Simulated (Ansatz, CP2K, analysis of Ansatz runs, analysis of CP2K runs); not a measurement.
# N3VH centre in diamond: local vibrational mode, PBE (CP2K)

Subject: N3VH centre in diamond. Wanted: its local vibrational mode, in one set-up (PBE, SR-DZVP, 64-site cell, PBE lattice from Ansatz, k: the zone centre alone, no relaxation). The model is a cell of 64 host atoms with 1 site emptied, N put on another atom's site, N put on another atom's site, N put on another atom's site and H put in between. The frequencies come from force constants among the defect atom and its neighbours, with the masses of the isotopes named.

Measured beforehand: C-H stretch, 1H: 3107 cm⁻¹, by FTIR absorption (quoted in “Hydrogen-related defects in diamond: A comparison between observed and calculated FTIR spectra”, 2024, M.C. Day et al., quoting earlier work (2014)). C-H bend, 1H: 1405 cm⁻¹, by FTIR absorption (quoted in “Hydrogen-related defects in diamond: A comparison between observed and calculated FTIR spectra”, 2024, M.C. Day et al., quoting earlier work (1991)). The runs below try to reproduce this.

Method: CP2K Gaussian and plane waves DFT, PBE, SR-DZVP basis, GTH potentials; single point of a defect supercell, in CP2K 2026.2.

### Step 1. Set-up

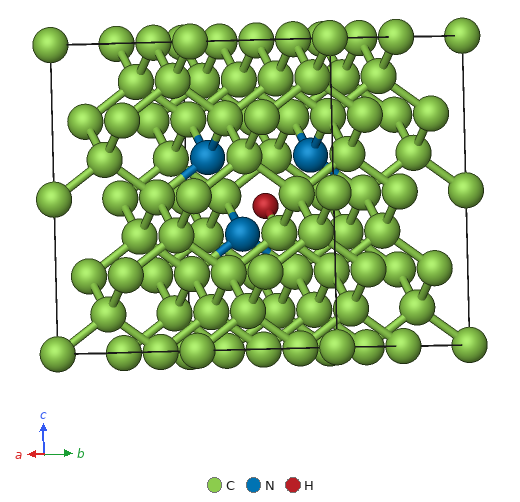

The starting structure, seen slightly off an axis (carbon green, nitrogen blue, hydrogen red). Bonds to atoms that aren't drawn are left out. Some periodic images of atoms are drawn too.

The cell holds 64 atoms: 60 C, 3 N and 1 H. Cell: a = 7.143 Å, b = 7.143 Å, c = 7.143 Å, α = 90.0°, β = 90.0°, γ = 90.0°. It derives from C (space group Fd-3m). Nearest the centre at fractional (0.375, 0.375, 0.375): H64 at 0.45 Å, N4 at 1.55 Å, N41 at 1.55 Å, N26 at 1.55 Å, C48 at 1.55 Å, C14 at 2.53 Å, C13 at 2.53 Å, C5 at 2.53 Å.

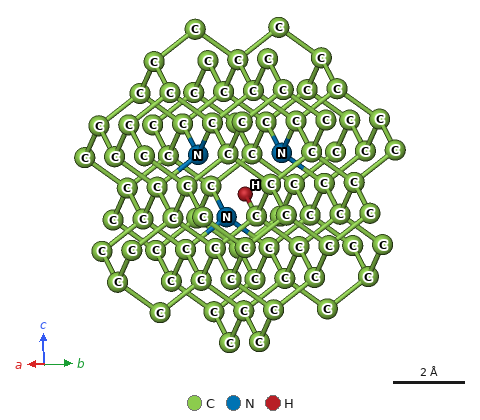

The atoms within 5 Å of the centre.

The host's primitive cell comes from a first run (plane-wave PAW DFT, PBE; relaxation of the host): vectors of 2.525, 2.525 and 2.525 Å. That is 5.69 Å³ an atom, 0.4 % over the diffraction cell's volume. The supercell is built on it.

### Step 2. Single point on the structure as built, charge 0

The atoms are left on the sites where they were put, and the energy is taken there.

Input file defect.inp:

```
&GLOBAL
  PROJECT defect
  RUN_TYPE ENERGY_FORCE
  PRINT_LEVEL LOW
&END GLOBAL
&FORCE_EVAL
  METHOD QS
  &DFT
    BASIS_SET_FILE_NAME BASIS_MOLOPT
    POTENTIAL_FILE_NAME GTH_POTENTIALS
    &MGRID
      CUTOFF 480
      REL_CUTOFF 60
      NGRIDS 5
    &END MGRID
    &QS
      METHOD GPW
      EPS_DEFAULT 1.0E-11
    &END QS
    &SCF
      SCF_GUESS ATOMIC
      EPS_SCF 1.0E-6
      MAX_SCF 40
      &OT ON
        MINIMIZER DIIS
        PRECONDITIONER FULL_ALL
        ENERGY_GAP 0.001
      &END OT
      &OUTER_SCF ON
        EPS_SCF 1.0E-6
        MAX_SCF 8
      &END OUTER_SCF
    &END SCF
    &XC
      &XC_FUNCTIONAL PBE
      &END XC_FUNCTIONAL
    &END XC
    &PRINT
      &MULLIKEN ON
        &EACH
          QS_SCF 0
          GEO_OPT 0
          CELL_OPT 0
          MD 0
        &END EACH
        ADD_LAST NUMERIC
      &END MULLIKEN
      &MO_CUBES ON
        NHOMO 8
        NLUMO 5
        WRITE_CUBE F
        &EACH
          QS_SCF 0
          GEO_OPT 0
          CELL_OPT 0
          MD 0
        &END EACH
        ADD_LAST NUMERIC
      &END MO_CUBES
    &END PRINT
  &END DFT
  &SUBSYS
    &CELL
      A 7.1431635100 0.0000000000 -0.0000000000
      B 0.0000000000 7.1431635100 -0.0000000000
      C 0.0000000000 0.0000000000 7.1431635100
      PERIODIC XYZ
    &END CELL
    &COORD
      C   0.0000000000 0.0000000000 1.7857908775
      C   0.0000000000 1.7857908775 -0.0000000000
      C   1.7857908775 0.0000000000 -0.0000000000
      N   1.7857908775 1.7857908775 1.7857908775
      C   0.8928954387 0.8928954387 2.6786863162
      C   0.8928954387 2.6786863162 0.8928954387
      C   2.6786863162 0.8928954387 0.8928954387
      C   0.0000000000 0.0000000000 5.3573726325
      C   0.0000000000 1.7857908775 3.5715817550
      C   1.7857908775 0.0000000000 3.5715817550
      C   1.7857908775 1.7857908775 5.3573726325
      C   0.8928954387 0.8928954387 6.2502680712
      C   0.8928954387 2.6786863162 4.4644771937
      C   2.6786863162 0.8928954387 4.4644771937
      C   2.6786863162 2.6786863162 6.2502680712
      C   0.0000000000 3.5715817550 1.7857908775
      C   0.0000000000 5.3573726325 -0.0000000000
      C   1.7857908775 3.5715817550 -0.0000000000
      C   1.7857908775 5.3573726325 1.7857908775
      C   0.8928954387 4.4644771937 2.6786863162
      C   0.8928954387 6.2502680712 0.8928954387
      C   2.6786863162 4.4644771937 0.8928954387
      C   2.6786863162 6.2502680712 2.6786863162
      C   0.0000000000 3.5715817550 5.3573726325
      C   0.0000000000 5.3573726325 3.5715817550
      N   1.7857908775 3.5715817550 3.5715817550
      C   1.7857908775 5.3573726325 5.3573726325
      C   0.8928954387 4.4644771937 6.2502680712
      C   0.8928954387 6.2502680712 4.4644771937
      C   2.6786863162 4.4644771937 4.4644771937
      C   2.6786863162 6.2502680712 6.2502680712
      C   3.5715817550 0.0000000000 1.7857908775
      C   3.5715817550 1.7857908775 -0.0000000000
      C   5.3573726325 0.0000000000 -0.0000000000
      C   5.3573726325 1.7857908775 1.7857908775
      C   4.4644771937 0.8928954387 2.6786863162
      C   4.4644771937 2.6786863162 0.8928954387
      C   6.2502680712 0.8928954387 0.8928954387
      C   6.2502680712 2.6786863162 2.6786863162
      C   3.5715817550 0.0000000000 5.3573726325
      N   3.5715817550 1.7857908775 3.5715817550
      C   5.3573726325 0.0000000000 3.5715817550
      C   5.3573726325 1.7857908775 5.3573726325
      C   4.4644771937 0.8928954387 6.2502680712
      C   4.4644771937 2.6786863162 4.4644771937
      C   6.2502680712 0.8928954387 4.4644771937
      C   6.2502680712 2.6786863162 6.2502680712
      C   3.5715817550 3.5715817550 1.7857908775
      C   3.5715817550 5.3573726325 -0.0000000000
      C   5.3573726325 3.5715817550 -0.0000000000
      C   5.3573726325 5.3573726325 1.7857908775
      C   4.4644771937 4.4644771937 2.6786863162
      C   4.4644771937 6.2502680712 0.8928954387
      C   6.2502680712 4.4644771937 0.8928954387
      C   6.2502680712 6.2502680712 2.6786863162
      C   3.5715817550 3.5715817550 5.3573726325
      C   3.5715817550 5.3573726325 3.5715817550
      C   5.3573726325 3.5715817550 3.5715817550
      C   5.3573726325 5.3573726325 5.3573726325
      C   4.4644771937 4.4644771937 6.2502680712
      C   4.4644771937 6.2502680712 4.4644771937
      C   6.2502680712 4.4644771937 4.4644771937
      C   6.2502680712 6.2502680712 6.2502680712
      H   2.9356330509 2.9356330509 2.4217395816
    &END COORD
    &KIND C
      BASIS_SET DZVP-MOLOPT-SR-GTH-q4
      POTENTIAL GTH-PBE-q4
    &END KIND
    &KIND N
      BASIS_SET DZVP-MOLOPT-SR-GTH-q5
      POTENTIAL GTH-PBE-q5
    &END KIND
    &KIND H
      BASIS_SET DZVP-MOLOPT-SR-GTH-q1
      POTENTIAL GTH-PBE-q1
    &END KIND
    &PRINT
      &ATOMIC_COORDINATES ON
      &END ATOMIC_COORDINATES
      &CELL ON
      &END CELL
    &END PRINT
  &END SUBSYS
  &PRINT
    &FORCES ON
    &END FORCES
  &END PRINT
&END FORCE_EVAL
```

Run with:

```sh
OMP_NUM_THREADS=2 mpirun -n 2 cp2k.psmp -i defect.inp -o defect.out
```

Numbers of over 12 decimals in the logs are rounded to 6 here.

The program printed:

```text
zr89ljc/relax

 CP2K| version string:                                       CP2K version 2026.2
 CP2K| Input file name                                                defect.inp

 GLOBAL| Force Environment number                                              1
 GLOBAL| Basis set file name                                        BASIS_MOLOPT
 GLOBAL| Potential file name                                      GTH_POTENTIALS
 GLOBAL| MM Potential file name                                     MM_POTENTIAL
 GLOBAL| Coordinate file name                                      __STD_INPUT__
 GLOBAL| Method name                                                        CP2K
 GLOBAL| Project name                                                     defect
 GLOBAL| Run type                                                   ENERGY_FORCE
 GLOBAL| FFT library                                                       FFTW3
 GLOBAL| Diagonalization library                                       ScaLAPACK
 GLOBAL| Cholesky decomposition library                                ScaLAPACK
 GLOBAL| DGEMM library                                                      BLAS
 GLOBAL| Direct generalized diagonalization requested                          F
 GLOBAL| Matrix multiplication library                                 ScaLAPACK
 GLOBAL| Global print level                                                  LOW
 GLOBAL| Total number of message passing processes                             2
 GLOBAL| Number of threads for this process                                    2
 GLOBAL| CPU model name                                                  UNKNOWN

 CELL| Volume [angstrom^3]:                                           364.478382
 CELL| Vector a [angstrom]:       7.143     0.000     0.000   |a| =     7.143164
 CELL| Vector b [angstrom]:       0.000     7.143     0.000   |b| =     7.143164
 CELL| Vector c [angstrom]:       0.000     0.000     7.143   |c| =     7.143164
 CELL| Angle (b,c), alpha [degree]:                                    90.000000
 CELL| Angle (a,c), beta  [degree]:                                    90.000000
 CELL| Angle (a,b), gamma [degree]:                                    90.000000
 CELL| Numerically orthorhombic:                                             YES
 CELL| Periodicity                                                           XYZ

 CELL_REF| Volume [angstrom^3]:                                       364.478382
 CELL_REF| Vector a [angstrom     7.143     0.000     0.000   |a| =     7.143164
 CELL_REF| Vector b [angstrom     0.000     7.143     0.000   |b| =     7.143164
 CELL_REF| Vector c [angstrom     0.000     0.000     7.143   |c| =     7.143164
 CELL_REF| Angle (b,c), alpha [degree]:                                90.000000
 CELL_REF| Angle (a,c), beta  [degree]:                                90.000000
 CELL_REF| Angle (a,b), gamma [degree]:                                90.000000
 CELL_REF| Numerically orthorhombic:                                         YES
 CELL_REF| Periodicity                                                       XYZ

 GENERATE|  Preliminary Number of Bonds generated:                             0
 GENERATE|  Achieved consistency in connectivity generation.

 *******************************************************************************
 *******************************************************************************
 **            Copyright (C) by CP2K developers group (2000-2026)             **
 *******************************************************************************

 TOTAL NUMBERS AND MAXIMUM NUMBERS

  Total number of            - Atomic kinds:                                   3
                             - Atoms:                                         64
                             - Shell sets:                                    64
                             - Shells:                                       318
                             - Primitive Cartesian functions:                320
                             - Cartesian basis functions:                    887
                             - Spherical basis functions:                    824

  Maximum angular momentum of- Orbital basis functions:                        2
                             - Local part of the GTH pseudopotential:          2
                             - Non-local part of the GTH pseudopotential:      0

 MODULE QUICKSTEP: ATOMIC COORDINATES IN ANGSTROM

   Atom Kind Element         X             Y             Z       Z(eff)     Mass
      1    1 C     6      0.000000      0.000000      1.785791   4.0000  12.0107
      2    1 C     6      0.000000      1.785791     -0.000000   4.0000  12.0107
      3    1 C     6      1.785791      0.000000     -0.000000   4.0000  12.0107
      4    2 N     7      1.785791      1.785791      1.785791   5.0000  14.0067
      5    1 C     6      0.892895      0.892895      2.678686   4.0000  12.0107
      6    1 C     6      0.892895      2.678686      0.892895   4.0000  12.0107
      7    1 C     6      2.678686      0.892895      0.892895   4.0000  12.0107
      8    1 C     6      0.000000      0.000000      5.357373   4.0000  12.0107
      9    1 C     6      0.000000      1.785791      3.571582   4.0000  12.0107
[...]
Preconditioner : FULL_ALL            : diagonalization, state selective
  Precond_solver : DEFAULT
  stepsize       :    0.15000000                  energy_gap     :    0.00100000
  eps_taylor     :   0.10000E-15                  max_taylor     :             4
  ----------------------------------- OT ---------------------------------------

  Step     Update method      Time    Convergence         Total energy    Change
  ------------------------------------------------------------------------------
[...]
2 OT DIIS     0.15E+00    4.2     0.00005954      -371.5808972201 -2.20E-04
     3 OT DIIS     0.15E+00    4.2     0.00004813      -371.5809318535 -3.46E-05
     4 OT DIIS     0.15E+00    4.2     0.00000367      -371.5809400645 -8.21E-06
     5 OT DIIS     0.15E+00    4.2     0.00000127      -371.5809401153 -5.08E-08
     6 OT DIIS     0.15E+00    4.2     0.00000046      -371.5809401214 -6.05E-09

  *** SCF run converged in     6 steps ***

  Electronic density on regular grids:       -256.0000000000        0.0000000000
  Core density on regular grids:              255.9999999980       -0.0000000020
  Total charge density on r-space grids:       -0.0000000020
  Total charge density g-space grids:          -0.0000000020

  Overlap energy of the core charge distribution:               8.76618e-07
  Self energy of the core charge distribution:               -876.062806
  Core Hamiltonian energy:                                    275.572498
  Hartree energy:                                             343.562700
  Exchange-correlation energy:                               -114.653333

  Total energy:                                              -371.580940

  outer SCF iter =    2 RMS gradient =   0.46E-06 energy =       -371.5809401214
  outer SCF loop converged in   2 iterations or   46 steps

 !-----------------------------------------------------------------------------!
                     Mulliken Population Analysis

 #  Atom  Element  Kind  Atomic population                           Net charge
       1     C        1          4.004364                             -0.004364
       2     C        1          4.004815                             -0.004815
       3     C        1          4.004814                             -0.004814
       4     N        2          5.065449                             -0.065449
       5     C        1          3.967510                              0.032490
       6     C        1          3.966126                              0.033874
       7     C        1          3.966128                              0.033872
       8     C        1          3.996374                              0.003626
       9     C        1          4.015464                             -0.015464
      10     C        1          4.015465                             -0.015465
[...]
60     C        1          3.996589                              0.003411
      61     C        1          3.999360                              0.000640
      62     C        1          3.999359                              0.000641
      63     C        1          3.998227                              0.001773
      64     H        3          0.908440                              0.091560
 # Total charge                            256.000000                 -0.000000

 !-----------------------------------------------------------------------------!

  Eigenvalues of the occupied subspace spin            1
 ---------------------------------------------
      -0.38475388     -0.31400539     -0.31400416     -0.30672311
      -0.29909570     -0.29909567     -0.29201279     -0.24893086
      -0.24893000     -0.22752008     -0.22035379     -0.22025058
      -0.22025012     -0.21847803     -0.21847792     -0.21771615
      -0.21581754     -0.21581725     -0.20060726     -0.17846011
      -0.17845859     -0.17594764     -0.16189247     -0.08869087
      -0.08868917     -0.08442769     -0.08294890     -0.07995929
      -0.07995868     -0.06441124     -0.06441065     -0.06056453
      -0.05477873     -0.04869078     -0.04868818     -0.03842931
      -0.03678632     -0.03678561     -0.03442387     -0.03442374
[...]
0.29585340      0.29585407      0.29864524      0.29946897
       0.29947053      0.30029089      0.30131880      0.30132172
       0.30395170      0.30395300      0.36494792      0.36616289
       0.36616386      0.41648998      0.42063331      0.42063434
 Fermi Energy [eV] :   11.446042

  Using OT eigensolver for additional unoccupied orbitals spin            1
  Lowest Eigenvalues of the unoccupied subspace spin            1
 -----------------------------------------------------
 OT| Eigensolver reached convergence in 243 iterations
       0.55480630      0.57022565      0.57022684      0.57376741
       0.57377180

 HOMO - LUMO gap [eV] :    3.651005

 ENERGY| Total FORCE_EVAL ( QS ) energy [hartree]           -371.580940

 FORCES| Atomic forces [hartree/bohr]
 FORCES|   Atom     x               y               z               |f|
 FORCES|      1 -1.07649301E-03 -1.07706665E-03  1.83938462E-03   2.38793751E-03
 FORCES|      2 -1.74858164E-03  2.58788998E-03 -9.23283061E-04   3.25686413E-03
 FORCES|      3  2.58769282E-03 -1.74887080E-03 -9.22952795E-04   3.25676912E-03
 FORCES|      4 -4.18250238E-02 -4.18248386E-02 -3.56100138E-02   6.90414573E-02
 FORCES|      5  9.27991643E-03  9.27984664E-03 -2.00316695E-02   2.39478639E-02
 FORCES|      6  8.82362172E-03 -1.94401230E-02  7.87230977E-03   2.27540753E-02
 FORCES|      7 -1.94405654E-02  8.82320257E-03  7.87251901E-03   2.27543631E-02
 FORCES|      8 -4.20674763E-04 -4.21342026E-04  4.20845086E-04   7.29113808E-04
 FORCES|      9  8.77555127E-03  7.54776173E-03 -7.54811824E-03   1.38185779E-02
 FORCES|     10  7.54748950E-03  8.77525581E-03 -7.54779832E-03   1.38180669E-02
[...]
FORCES|     60  1.53180809E-03  1.53226100E-03  6.62637652E-05   2.16763712E-03
 FORCES|     61 -2.20994245E-03  3.77778473E-04  1.70210365E-03   2.81491012E-03
 FORCES|     62  3.78639064E-04 -2.20946911E-03  1.70216491E-03   2.81469122E-03
 FORCES|     63 -2.75217919E-04 -2.76402843E-04  2.76450630E-04   4.78088261E-04
 FORCES|     64  1.69177772E-02  1.69177896E-02 -1.69179211E-02   2.93025399E-02
 FORCES| Sum    -8.00725242E-06 -8.00894032E-06  8.00789464E-06
 FORCES| Total atomic force                                       1.38703134E-05
```

Elapsed: 3.5 min, on 4 threads of Arm Neoverse V1, shared host; peak memory 0.86 GiB.

The run converged, but on settings that a careful run would not use, so its numbers are not the defect's.

[end of part 1 of 2]

[Logs are printed without paths, hosts, clocks, repeated set-up lines and the standing remarks that a program may print on its own settings, such as how far it seeks lower states.]

[Hosts, paths, dates, database ids (printed as entryN), source tags and the programs' standing remarks are cut or masked in the printed files.]

[For some hosts the program warned that the k-mesh of the response run may be too coarse for force constants and the static dielectric constant; such warnings are not shown here.]
